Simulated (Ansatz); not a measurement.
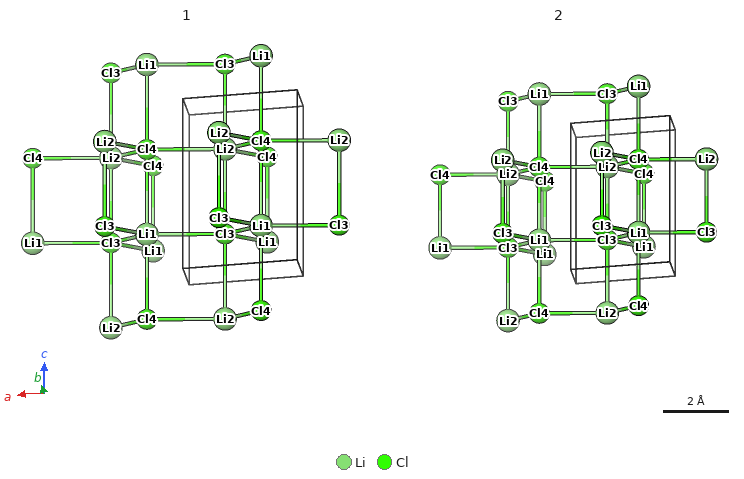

Two geometries of a crystal of LiCl (built on the h-MgO (five-fold) type), drawn at one scale. One is the start of a relaxation, the other its converged end. Style: ball-and-stick. Shown: the cell of the calculation, repeated 2 × 1 × 1 with one cell outlined, from a free direction.

All numbers below come from Ansatz 0.2.0, DFT, PBE, plane waves, PAW. Settings: plane-wave cutoff 420 eV; k-point mesh 12 × 12 × 6; occupations fermi dirac; smearing width 0.02 eV; no spin polarisation; cell and atoms relaxed; force threshold 0.005 eV/Å.

Which geometry has the lower energy?

Structure 1 is the relaxed one. The energy falls by 420 meV per atom in 6 accepted moves (8 points after the start). All forces vanish by symmetry, so only the cell relaxes. The pressure goes from 27.91 to 0.01 GPa. At 2 points the geometry stayed and the basis and grid were re-selected for the new cell (energy shift of 3.0 meV per atom at most each time). No atom moves by more than 0.005 Å relative to the cell. The drawn cell changes as follows: a = b 3.641 → 4.188 Å (+15.0 %), c 4.551 → 5.287 Å (+16.2 %); the volume changes by +53.7 %. Near-neighbour distances that change, for instance: Li1–Cl4 2.275 → 2.644 Å, Li1–Cl3 2.102 → 2.418 Å. The space group stays P6_3/mmc (No. 194).
